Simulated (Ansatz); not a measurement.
**C: a changed input and its effect**

System: C (1 atom in the cell).
Method of run 1: DFT PBE, scalar-relativistic, plane waves, PAW, spin-polarised (Ansatz 0.2.0).

The structure was made by a generator, so it may or may not be a known phase. Text and figures count atoms from 1; the logs count them from 0 in places.

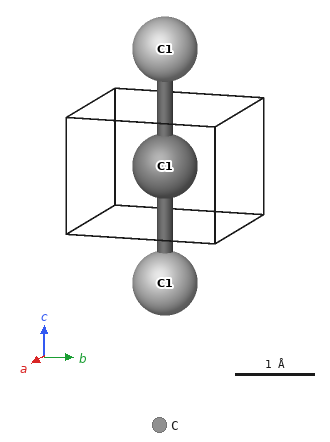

**Figure 1.** The structure (ball-and-stick view of the cell of the calculation, seen at an oblique angle; neighbours outside the cell are drawn fainter; atoms are numbered from 1 in the order of the input). An atom can appear more than once, as a periodic image.

Input file, run 1:
```yaml
crystal:
  lattice:
    - [1.9968944, 0.0, 0.0]
    - [0.0, 1.9968944, 0.0]
    - [0.0, 0.0, 1.5216893]
  atoms:
    - { symbol: C, position: [0.5, 0.5, 0.5], spin: 1.0 }
basis:
  ecutwfc: 420
kpoints:
  mp_grid: { grid: [8, 8, 10] }
hamiltonian:
  xc: pbe
scf:
  occupations: { method: gaussian, width: 0.1 }
  lower_state_search: "off"
output:
  forces: true
  stress: true
  eigenvalues: true
  populations: true
magnetization:
  spin_polarized: true
```

Launched with:
```bash
ansatz run input.yaml --threads 1 --pin off --max-ram 2560MiB --backend cpu --events-out ev --progress --plain --runs-dir out
```

Hardware: 1 thread of Intel Xeon @ 2.50GHz (Skylake/Cascade Lake), 189 GiB of memory available, shared host.

Output, shortened to warnings, some set-up lines, iterations and results (run 1):
```
WARN: the starting moments were not kept: the SCF closed with an absolute magnetisation of 2.4e-7 μB, where they sum to 1 μB in size (1 site). That is at most 0.1 of that sum. Measured as dr2_m measures the in/out step, that magnetisation stands 5.0e-14 eV from none, at or under the dr2_threshold of 1.0e-7 eV: it is no larger than a step whose dr2_m would equal this threshold. The system may hold …
Basis set: ecut = 420 eV, 121 PW (Γ), exchange–correlation on 30×30×24 points (8 copies of the dense FFT grid, shifted against one another)
Symmetry: 16 space group operations
k-points: 90 of 640
Initial density: superposition of atomic densities (chi_scale 0.1, normalization cell)
[...]
SCF iter   1: F=—  HF=-247.851160 eV  |F-HF|=—  |Δ(HF+E_count)|=         —  Δρ=9.31e-2 (↑7.23e-2 ↓9.31e-2)  dr2=2.20e-1  dr2_m=3.00e-1  M=0.213 μB ∫|m|=0.213 μB  β_m=0.30  …
SCF iter   2: F=—  HF=-247.949511 eV  |F-HF|=—  |Δ(HF+E_count)|=   9.84e-2  Δρ=6.80e-2 (↑5.54e-2 ↓6.80e-2)  dr2=8.79e-2  dr2_m=1.77e-1  M=0.163 μB ∫|m|=0.163 μB  β_m=0.30  …
SCF iter   3: F=—  HF=-248.013697 eV  |F-HF|=—  |Δ(HF+E_count)|=   6.42e-2  Δρ=4.46e-2 (↑4.46e-2 ↓4.31e-2)  dr2=9.00e-4  dr2_m=1.06e-1  M=0.119 μB ∫|m|=0.119 μB  β_m=0.30  …
SCF iter   4: F=—  HF=-248.059513 eV  |F-HF|=—  |Δ(HF+E_count)|=   4.58e-2  Δρ=3.16e-2 (↑3.16e-2 ↓3.13e-2)  dr2=2.30e-4  dr2_m=5.49e-2  M=0.111 μB ∫|m|=0.111 μB  β_m=0.30  …
SCF iter   5: F=—  HF=-248.083691 eV  |F-HF|=—  |Δ(HF+E_count)|=   2.42e-2  Δρ=2.41e-2 (↑2.41e-2 ↓2.41e-2)  dr2=1.10e-6  dr2_m=3.24e-2  M=0.090 μB ∫|m|=0.090 μB  β_m=0.30  …
[... 5 lines ...]
SCF iter  11: F=-248.117665 eV  HF=-248.117665 eV  |F-HF|=7.60e-8  |Δ(HF+E_count)|=   8.05e-6  Δρ=4.15e-5 (↑3.83e-5 ↓4.15e-5)  dr2=6.37e-8  dr2_m=6.77e-8  M=0.000 μB …
SCF iter  12: F=-248.117665 eV  HF=-248.117665 eV  |F-HF|=6.28e-9  |Δ(HF+E_count)|=   9.89e-8  Δρ=1.27e-5 (↑1.14e-5 ↓1.27e-5)  dr2=3.38e-10  dr2_m=7.99e-9  M=-0.000 μB …
SCF iter  13: F=-248.117665 eV  HF=-248.117665 eV  |F-HF|=9.64e-11  |Δ(HF+E_count)|=   1.01e-8  Δρ=1.65e-6 (↑1.65e-6 ↓1.30e-6)  dr2=1.87e-11  dr2_m=1.15e-10  M=-0.000 μB …
SCF iter  14: F=-248.117665 eV  HF=-248.117665 eV  |F-HF|=3.41e-13  |Δ(HF+E_count)|=  1.50e-10  Δρ=6.01e-8 (↑6.01e-8 ↓5.41e-8)  dr2=2.44e-14  dr2_m=1.68e-13  M=0.000 μB …
SCF 1 converged in 14 iterations: F = -248.117665 eV  dr2 = 2.44e-14
SCF converged after 14 iterations
Magnetization: 0.0000 μB (2.0000 up, 2.0000 down)
Absolute magnetization: 0.0000 μB (∫|ρ↑−ρ↓|, with the PAW one-centre terms)
Spin contamination: 0.0000 ħ² per cell (⟨S²⟩ above its minimum at these occupations)
Per-site moments (μB) at R_I (Å): [(1.3171864582073644e-7, 0.6276968362500001)]
Free energy (F): -248.117665 eV
Harris-Foulkes:  -248.117665 eV  (|F-HF|=3.41e-13)
Internal energy: -248.115203 eV  (E = F + TS)
E sigma→0 (E₀):  -248.116434 eV
Entropy (-TS):   -0.002462 eV (-2.462 meV/atom)
Fermi energy:    12.720233 eV
--- Per-component energies (eV) ---
  E_band       = 17.043771
  E_kinetic    = 86.796030
  E_local      = -50.463645  (includes V_loc(G=0)·N_el)
  E_nonlocal   = 27.061014
  E_hartree    = 9.099844
  E_xc         = -47.483241
  E_vxc        = -58.885492  (∫ρ·V_xc dr)
  E_paw        = -98.437411  (= ΣΔE_a)
  E_vpaw       = -5.663832  (= ΣTr[D̂ρ^β])
  E_aug_tail   = 0.000006  (compensation charges beyond the density's cutoff)
  E_ewald      = -174.687799
  E_smearing   = -0.002462  (= −TS)
  E_closure    = 0.000000  (closes the sum)
  Σ components = -248.117665   (vs F -248.117665, Δ=0.00e0)
--- Forces (eV/Å), atoms counted from 1 ---
  atom   1  C      0.00000000     0.00000000     0.00000000
  max |Σ_I F_I| component: 0.00e0 eV/Å
--- Stress (GPa, compression-positive) ---
       -6.057264       0.000000       0.000000
        0.000000      -6.057264       0.000000
        0.000000       0.000000      12.290402
  P = ⅓ Tr σ = 0.0586 GPa (0.586 kbar)
--- Löwdin populations: 1 site ---
  site symbol       q [e]    m [muB]
     0      C      3.9796     0.0000
  spilling = 0.005105 (of n_electrons = 4.000000)
```

The input of run 2 differs as follows (lines with − go, lines with + come):
```diff
-    - [1.9968944, 0.0, 0.0]
-    - [0.0, 1.9968944, 0.0]
-    - [0.0, 0.0, 1.5216893]
+    - [1.8818884948, 0.0, 0.0]
+    - [0.0, 1.8818884948, 0.0]
+    - [0.0, 0.0, 1.5999422656]
```

How does run 2 compare with run 1?

With the same functional and potentials, run 2 lies 74.3 meV per atom lower. The volume per atom goes from 6.07 to 5.67 Å³. The SCF takes 13 iterations against 14. The plane waves at Γ go from 121 to 105.

Output, shortened to warnings, some set-up lines, iterations and results (run 2):
```
WARN: the starting moments were not kept: the SCF closed with an absolute magnetisation of 2.1e-7 μB, where they sum to 1 μB in size (1 site). That is at most 0.1 of that sum. Measured as dr2_m measures the in/out step, that magnetisation stands 2.8e-14 eV from none, at or under the dr2_threshold of 1.0e-7 eV: it is no larger than a step whose dr2_m would equal this threshold. The system may hold …
Basis set: ecut = 420 eV, 105 PW (Γ), exchange–correlation on 30×30×24 points (8 copies of the dense FFT grid, shifted against one another)
Symmetry: 16 space group operations
k-points: 90 of 640
Initial density: superposition of atomic densities (chi_scale 0.1, normalization cell)
[...]
SCF iter   1: F=—  HF=-247.848802 eV  |F-HF|=—  |Δ(HF+E_count)|=         —  Δρ=9.36e-2 (↑7.82e-2 ↓9.36e-2)  dr2=1.41e-1  dr2_m=3.30e-1  M=0.181 μB ∫|m|=0.181 μB  β_m=0.30  …
SCF iter   2: F=—  HF=-247.984269 eV  |F-HF|=—  |Δ(HF+E_count)|=   1.35e-1  Δρ=6.86e-2 (↑5.89e-2 ↓6.86e-2)  dr2=5.91e-2  dr2_m=1.87e-1  M=0.141 μB ∫|m|=0.141 μB  β_m=0.30  …
SCF iter   3: F=—  HF=-248.068803 eV  |F-HF|=—  |Δ(HF+E_count)|=   8.45e-2  Δρ=4.75e-2 (↑4.75e-2 ↓4.65e-2)  dr2=8.28e-4  dr2_m=1.14e-1  M=0.093 μB ∫|m|=0.093 μB  β_m=0.30  …
SCF iter   4: F=—  HF=-248.120834 eV  |F-HF|=—  |Δ(HF+E_count)|=   5.20e-2  Δρ=3.96e-2 (↑3.96e-2 ↓3.92e-2)  dr2=3.42e-4  dr2_m=8.04e-2  M=0.034 μB ∫|m|=0.035 μB  β_m=0.30  …
SCF iter   5: F=—  HF=-248.155005 eV  |F-HF|=—  |Δ(HF+E_count)|=   3.42e-2  Δρ=2.97e-2 (↑2.94e-2 ↓2.97e-2)  dr2=1.95e-5  dr2_m=4.54e-2  M=0.016 μB ∫|m|=0.017 μB  β_m=0.30  …
SCF iter   6: F=—  HF=-248.173200 eV  |F-HF|=—  |Δ(HF+E_count)|=   1.82e-2  Δρ=2.09e-2 (↑2.09e-2 ↓2.08e-2)  dr2=9.74e-6  dr2_m=2.26e-2  M=0.015 μB ∫|m|=0.016 μB  β_m=0.30  …
SCF iter   7: F=—  HF=-248.182283 eV  |F-HF|=—  |Δ(HF+E_count)|=   9.08e-3  Δρ=1.50e-2 (↑1.50e-2 ↓1.50e-2)  dr2=6.43e-7  dr2_m=1.17e-2  M=0.012 μB ∫|m|=0.013 μB  β_m=0.30  …
SCF iter   8: F=—  HF=-248.186958 eV  |F-HF|=—  |Δ(HF+E_count)|=   4.67e-3  Δρ=1.08e-2 (↑1.08e-2 ↓1.08e-2)  dr2=1.52e-6  dr2_m=6.01e-3  M=0.009 μB ∫|m|=0.011 μB  β_m=0.65  …
SCF iter   9: F=—  HF=-248.191940 eV  |F-HF|=—  |Δ(HF+E_count)|=   4.98e-3  Δρ=6.85e-4 (↑6.85e-4 ↓5.28e-4)  dr2=1.27e-6  dr2_m=1.88e-5  M=0.001 μB ∫|m|=0.002 μB  β_m=0.82  …
SCF iter  10: F=—  HF=-248.191959 eV  |F-HF|=—  |Δ(HF+E_count)|=   1.82e-5  Δρ=2.16e-4 (↑2.16e-4 ↓1.97e-4)  dr2=8.56e-9  dr2_m=2.21e-6  M=0.000 μB ∫|m|=0.001 μB  β_m=0.91  …
SCF iter  11: F=-248.191962 eV  HF=-248.191962 eV  |F-HF|=1.99e-9  |Δ(HF+E_count)|=   3.59e-6  Δρ=9.54e-6 (↑9.54e-6 ↓6.56e-6)  dr2=3.08e-9  dr2_m=2.43e-9  M=0.000 μB …
SCF iter  12: F=-248.191962 eV  HF=-248.191962 eV  |F-HF|=3.94e-11  |Δ(HF+E_count)|=   3.49e-9  Δρ=8.24e-7 (↑7.03e-7 ↓8.24e-7)  dr2=1.83e-11  dr2_m=2.03e-11  M=-0.000 μB …
SCF iter  13: F=-248.191962 eV  HF=-248.191962 eV  |F-HF|=2.33e-12  |Δ(HF+E_count)|=  4.65e-11  Δρ=1.25e-7 (↑1.25e-7 ↓1.18e-7)  dr2=1.00e-13  dr2_m=7.00e-13  M=0.000 μB …
SCF 1 converged in 13 iterations: F = -248.191962 eV  dr2 = 1.00e-13
SCF converged after 13 iterations
Magnetization: 0.0000 μB (2.0000 up, 2.0000 down)
Absolute magnetization: 0.0000 μB (∫|ρ↑−ρ↓|, with the PAW one-centre terms)
Spin contamination: 0.0000 ħ² per cell (⟨S²⟩ above its minimum at these occupations)
Per-site moments (μB) at R_I (Å): [(5.114936142737018e-9, 0.65997618456)]
Free energy (F): -248.191962 eV
Harris-Foulkes:  -248.191962 eV  (|F-HF|=2.33e-12)
Internal energy: -248.191332 eV  (E = F + TS)
E sigma→0 (E₀):  -248.191647 eV
Entropy (-TS):   -0.000630 eV (-0.630 meV/atom)
Fermi energy:    14.233360 eV
--- Per-component energies (eV) ---
  E_band       = 21.648691
  E_kinetic    = 87.482135
  E_local      = -41.485033  (includes V_loc(G=0)·N_el)
  E_nonlocal   = 26.833538
  E_hartree    = 6.878836
  E_xc         = -47.757498
  E_vxc        = -59.269844  (∫ρ·V_xc dr)
  E_paw        = -98.438422  (= ΣΔE_a)
  E_vpaw       = -5.669781  (= ΣTr[D̂ρ^β])
  E_aug_tail   = 0.000006  (compensation charges beyond the density's cutoff)
  E_ewald      = -181.704894
  E_smearing   = -0.000630  (= −TS)
  E_closure    = -0.000000  (closes the sum)
  Σ components = -248.191962   (vs F -248.191962, Δ=0.00e0)
--- Forces (eV/Å), atoms counted from 1 ---
  atom   1  C      0.00000000     0.00000000     0.00000000
  max |Σ_I F_I| component: 5.92e-31 eV/Å
--- Stress (GPa, compression-positive) ---
        0.008637       0.000000       0.000000
        0.000000       0.008637       0.000000
        0.000000       0.000000       0.092428
  P = ⅓ Tr σ = 0.0366 GPa (0.366 kbar)
--- Löwdin populations: 1 site ---
  site symbol       q [e]    m [muB]
     0      C      3.9838     0.0000
  spilling = 0.004060 (of n_electrons = 4.000000)
```

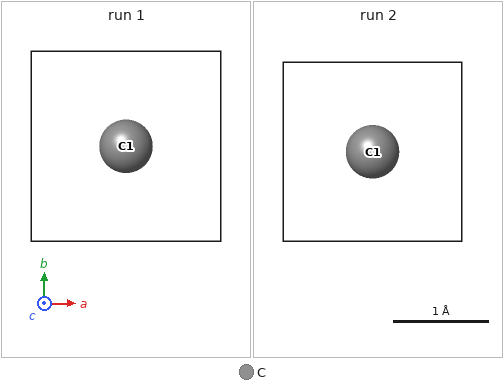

**Figure 2.** The two input geometries at one scale (ball-and-stick view of the cell of the calculation, along the c axis). The atoms keep their places relative to the cell (all moves are under 0.005 Å). Cell: a = b 1.997 → 1.882 Å (−5.8 %), c 1.522 → 1.600 Å (+5.1 %). Volume −6.6 %. Among the contacts that change: C1–C1 1.522 → 1.600 Å.

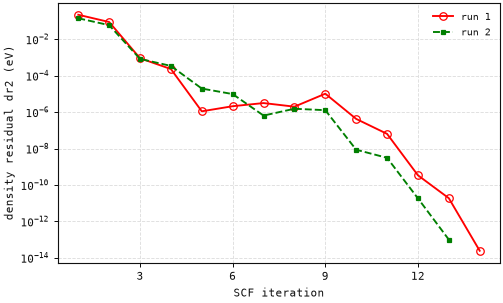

**Figure 3.** Convergence of the two runs: density residual dr2 against the SCF iteration. Run 1 takes 14 iterations in all, and run 2 takes 13.

The two runs side by side:

| quantity | run 1 | run 2 |
| --- | --- | --- |
| outcome | converged | converged |
| free energy per atom (eV) | −248.1177 | −248.1920 |
| energy per atom, smearing taken to zero (eV) | −248.1164 | −248.1916 |
| gap on the mesh (eV) | 0.00 | 0.00 |
| net moment of the cell (μB) | 0.00 | 0.00 |
| absolute moment of the cell (μB) | 0.00 | 0.00 |
| pressure (GPa) | 0.06 | 0.04 |
| volume per atom (Å³) | 6.07 | 5.67 |
| largest force (eV/Å) | 0.000 | 0.000 |
| SCF iterations | 14 | 13 |
| irreducible k-points | 90 | 90 |
| plane waves at Γ | 121 | 105 |
| wall time (shared host) | 4.1 s | 3.6 s |

For both runs: Warnings: some starting moments were not kept.
